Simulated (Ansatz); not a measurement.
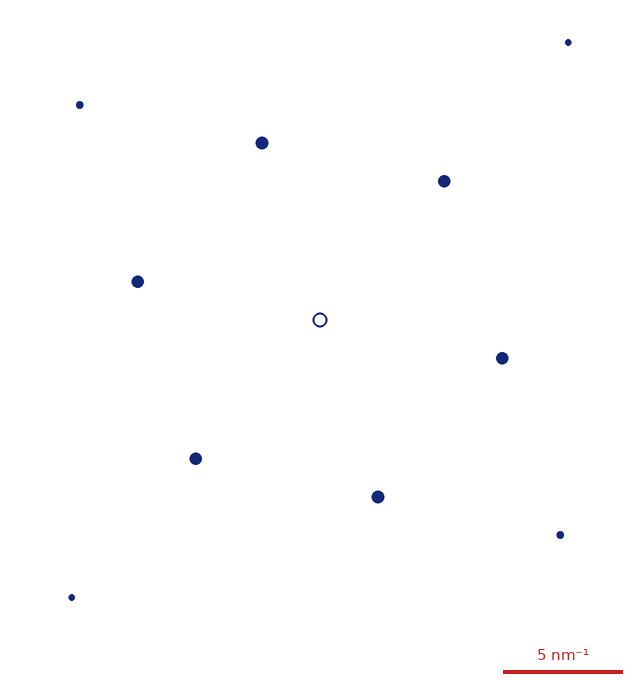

Kinematic zone-axis pattern, calculated for 100 keV electrons with B = 0.3 Å².

Phase: BN, space group P6_3mc (No. 186), a = 2.55 Å, c = 12.53 Å (hexagonal axes). Structure: the geometry relaxed with DFT PBEsol, scalar-relativistic, plane waves, PAW in Ansatz; the starting structure was generated, so it need not be a known form of this composition.

Question: Measure the pattern against the scale bar and name the zone.

Answer: The spots form a hexagonal net with both shortest vectors at d = 1.27 Å, 60.0° apart. They index as 2 -1 0 and 1 1 0, so the zone axis is [001].
